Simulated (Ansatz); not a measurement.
## A series of single points on CoPtO₂

System: CoPtO₂ (R-3m, 4 atoms in the cell).
Method: Kohn-Sham DFT of a periodic cell, LDA, all-electron LAPW, scalar-relativistic, spin-polarised (Ansatz 0.2.0).

The 7 runs differ only in the geometry, by an even scaling of the cell at fixed fractional positions. The structure derives from a Materials Project entry.

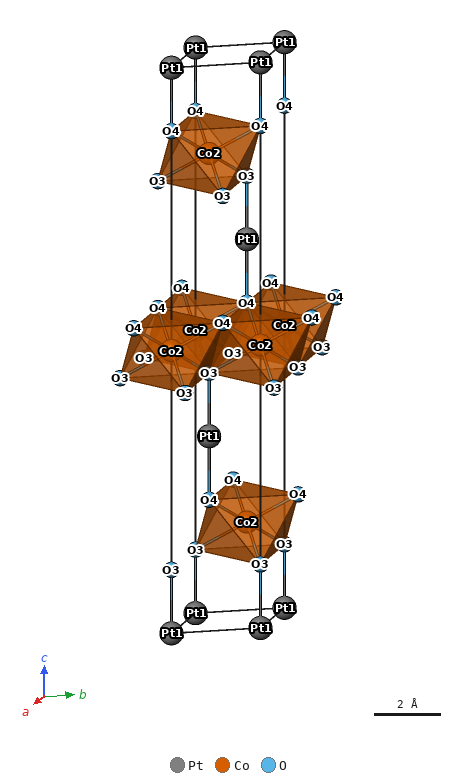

Figure 1. The structure of run 4 (polyhedral view of the cell 3 times as large as that of the calculation, set on its symmetry axes, seen slightly off an axis; polyhedra are completed across the faces of the cell; atoms are numbered from 1 in the order of the input). An atom can appear more than once, as a periodic image.

**Input of run 4**
```yaml
crystal:
  lattice:
    - [1.4122699173, 0.8153744169, 5.9393891094]
    - [-1.4122699173, 0.8153744169, 5.9393891094]
    - [0.0, -1.6307488338, 5.9393891094]
  atoms:
    - { symbol: Pt, position: [0.0, 0.0, 0.0] }
    - { symbol: Co, position: [0.5, 0.5, 0.5], spin: 2.0 }
    - { symbol: O, position: [0.11224403, 0.11224403, 0.11224403] }
    - { symbol: O, position: [0.88775597, 0.88775597, 0.88775597] }
kpoints:
  mp_grid: { grid: [11, 11, 11] }
scf:
  occupations: { method: fermi_dirac, width: 0.05 }
hamiltonian:
  xc: lda
  pseudopotentials: { kind: all_electron, lapw: { basis_error: 0.002 } }
magnetization:
  spin_polarized: true
output:
  forces: true
  stress: true
  eigenvalues: true
```

Command:
```bash
ansatz run input.yaml --threads 4 --pin off --max-ram 12288MiB --backend cpu --events-out ev --progress --plain --runs-dir out
```

Run 5 differs from it as follows:
```diff
-    - [1.4122699173, 0.8153744169, 5.9393891094]
-    - [-1.4122699173, 0.8153744169, 5.9393891094]
-    - [0.0, -1.6307488338, 5.9393891094]
+    - [1.4216229708, 0.8207744048, 5.9787239584]
+    - [-1.4216229708, 0.8207744048, 5.9787239584]
+    - [0.0, -1.6415488097, 5.9787239584]
```

**Results, with one run withheld**

| run | volume per atom (Å³) | free energy per atom, from the lowest run given (meV) | pressure (GPa) |
| --- | --- | --- | --- |
| 1 | 9.644 | 2.47 | 5.28 |
| 2 | 9.849 | 0.00 | −1.28 |
| 3 | 10.054 | 5.45 | −7.09 |
| 4 | 10.259 | 17.90 | −12.23 |
| 5 | 10.464 | ? | ? |
| 6 | 10.669 | 60.60 | −20.77 |
| 7 | 10.875 | 89.51 | −24.30 |

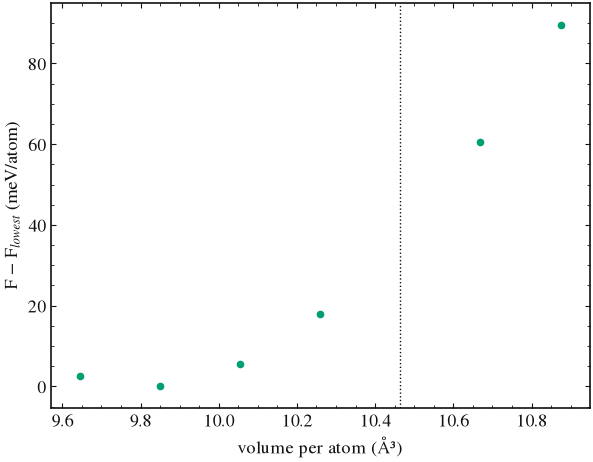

Figure 2. Free energy per atom of the runs given; the dotted line marks run 5.

Fit the runs given and predict run 5.

A cubic polynomial in V^(−2/3) (the Birch–Murnaghan form), fitted to the 6 runs given, misses them by at most 0.02 meV per atom. With x = V^(−2/3) − 0.21248 Å⁻², it reads F = 14.344 − 4987.2 x + 4.2129e+05 x² + 1.1386e+06 x³ (meV per atom). At run 5 it gives 36.54 meV per atom, and the run itself gives 36.54. The slope of the fit gives a pressure −dF/dV of −16.76 GPa there, and the run prints −16.76 GPa. The fit has its minimum at 9.807 Å³ per atom, where V d²F/dV² gives 305 GPa. Cell shape and fractional positions are held, so this is the stiffness under even scaling; the relaxed bulk modulus wasn't computed.

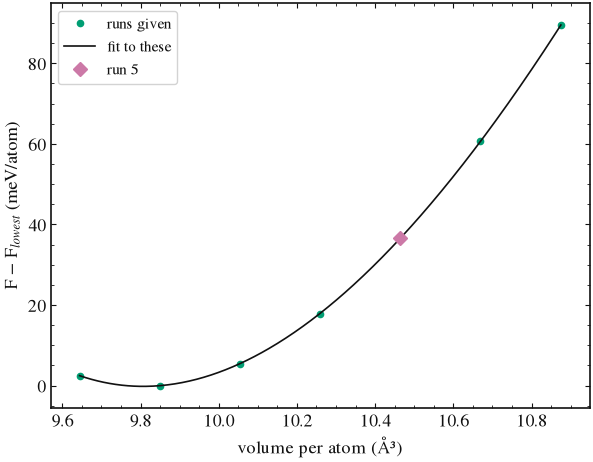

Figure 3. The fit and the withheld run.

**Output, shortened to warnings, some set-up lines, iterations and results (run 5)**
```
WARN: the starting moments were not kept: the SCF closed with an absolute magnetisation of 1.3e-6 μB, where they sum to 2 μB in size (1 site). That is at most 0.1 of that sum. Measured as dr2_m measures the in/out step, that magnetisation stands 1.5e-13 eV from none, at or under the dr2_threshold of 1.0e-7 eV: it is no larger than a step whose dr2_m would equal this threshold. The system may hold …
Basis set: ecut = 420.6111017136274 eV, 835 PW (Γ), FFT grids on a1−a3, a2−a3, a3, exchange–correlation at level 2
Symmetry: 12 space group operations
k-points: 146 of 1331
Initial density: superposition of atomic densities (chi_scale 0.1, normalization cell, long waves kept (reshape's long-wave potential 0.66 eV rms))
[...]
SCF iter   1: F=—  HF=-542607.824717 eV  |F-HF|=—  |Δ(HF+E_count)|=         —  Δρ=8.26e-2 (↑8.20e-2 ↓8.26e-2)  dr2=2.93e1  dr2_m=2.55e-1  M=1.022 μB ∫|m|=1.409 μB  β_m=0.30  …
SCF iter   2: F=—  HF=-542605.441307 eV  |F-HF|=—  |Δ(HF+E_count)|=    2.38e0  Δρ=5.76e-2 (↑5.76e-2 ↓5.14e-2)  dr2=5.53e-1  dr2_m=1.02e0  M=0.026 μB ∫|m|=0.234 μB  β_m=0.33  …
SCF iter   3: F=—  HF=-542605.129206 eV  |F-HF|=—  |Δ(HF+E_count)|=   3.12e-1  Δρ=4.16e-2 (↑2.96e-2 ↓4.16e-2)  dr2=1.63e0  dr2_m=3.88e-1  M=0.133 μB ∫|m|=0.279 μB  β_m=0.25  …
SCF iter   4: F=—  HF=-542605.101345 eV  |F-HF|=—  |Δ(HF+E_count)|=   2.79e-2  Δρ=2.43e-2 (↑2.43e-2 ↓2.00e-2)  dr2=5.68e-1  dr2_m=1.14e-1  M=0.064 μB ∫|m|=0.145 μB  β_m=0.37  …
SCF iter   5: F=—  HF=-542604.947641 eV  |F-HF|=—  |Δ(HF+E_count)|=         —  Δρ=6.04e-3 (↑6.04e-3 ↓3.51e-3)  dr2=1.58e-1  dr2_m=2.70e-3  M=-0.000 μB ∫|m|=0.019 μB  β_m=0.53 …
[... 7 lines ...]
SCF iter  13: F=—  HF=-542604.923135 eV  |F-HF|=—  |Δ(HF+E_count)|=   1.06e-7  Δρ=1.38e-5 (↑1.29e-5 ↓1.38e-5)  dr2=3.99e-7  dr2_m=8.07e-10  M=0.000 μB ∫|m|=0.000 μB  β_m=0.63 …
SCF iter  14: F=—  HF=-542604.923135 eV  |F-HF|=—  |Δ(HF+E_count)|=   9.91e-8  Δρ=4.97e-6 (↑4.97e-6 ↓4.67e-6)  dr2=5.26e-8  dr2_m=1.87e-10  M=-0.000 μB ∫|m|=0.000 μB  …
SCF iter  15: F=—  HF=-542604.923135 eV  |F-HF|=—  |Δ(HF+E_count)|=   5.94e-9  Δρ=1.60e-6 (↑1.51e-6 ↓1.60e-6)  dr2=1.16e-8  dr2_m=6.61e-12  M=-0.000 μB ∫|m|=0.000 μB  …
SCF iter  16: F=-542604.923135 eV  HF=-542604.923135 eV  |F-HF|=1.16e-9  |Δ(HF+E_count)|=   1.28e-9  Δρ=7.01e-7 (↑6.49e-7 ↓7.01e-7)  dr2=1.37e-9  dr2_m=1.24e-12  M=-0.000 μB …
SCF 1 converged in 16 iterations: F = -542604.923135 eV  dr2 = 1.37e-9
WARN: the starting moments were not kept: the SCF closed with an absolute magnetisation of 1.3e-6 μB, where they sum to 2 μB in size (1 site). That is at most 0.1 of that sum. Measured as dr2_m measures the in/out step, that magnetisation stands 1.5e-13 eV from none, at or under the dr2_threshold …
SCF converged after 16 iterations
Magnetization: -0.0000 μB (40.5000 up, 40.5000 down)
Absolute magnetization: 0.0000 μB (∫|ρ↑−ρ↓|)
Spin contamination: 0.0000 ħ² per cell (⟨S²⟩ above its minimum at these occupations)
Per-site moments (μB) at R_I (Å): [(-5.86816149450442e-7, 1.1203672309269286), (-1.0211698153739235e-8, 1.051729669700205), (-5.883251308347326e-8, 0.8581183644203337), (-5.883251308347326e-8, 0.8581183644203337)]
Free energy (F): -542604.923135 eV
Harris-Foulkes:  -542604.923135 eV  (|F-HF|=1.16e-9)
Internal energy: -542604.918025 eV  (E = F + TS)
E sigma→0 (E₀):  -542604.920580 eV
Entropy (-TS):   -0.005110 eV (-1.278 meV/atom)
Fermi energy:    17.821013 eV
--- Per-component energies (eV) ---
  E_band       = -8880.335915
  E_kinetic    = 610861.692074
  E_xc         = -11410.771287
  E_electrostatic = -1142055.838812  (all electrons and nuclei)
  E_smearing   = -0.005110  (= −TS)
  E_closure    = 0.000000  (closes the sum)
[...]
```

Warnings of the run: some starting moments were not kept. Spin–orbit coupling is left out, which matters for Pt.
